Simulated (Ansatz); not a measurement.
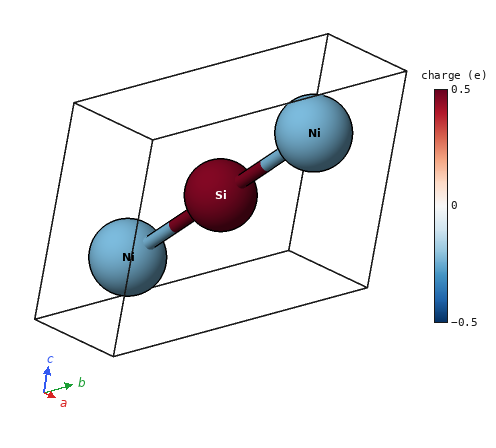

A ball-and-stick rendering, viewed slightly off an axis. The simulation cell is outlined; an atom on or near a face, edge or corner is repeated at each equivalent position. The atoms of this SiNi2 cell are coloured by their Bader charge.

Level of theory and settings: Ansatz 0.2.0, DFT PBE, scalar-relativistic, plane waves, PAW, a kinetic-energy cutoff of 420 eV, k-points on a 16×16×16 grid, Gaussian smearing of 0.1 eV, no spin polarisation (a spin-restricted run, not always the ground state).

What charges do the elements carry?

Answer. Most positive: Si; most negative: Ni. Charges: about Si +0.5 e; Ni -0.2 e.

Provenance: a random cell made by a generator, so it need not be a real form of the compound. Earlier steps of the study, as a rule a relaxation of our own, may have changed the cell and positions, so they can lie some per cent off the listed ones. A calculation with Ansatz used it as input.
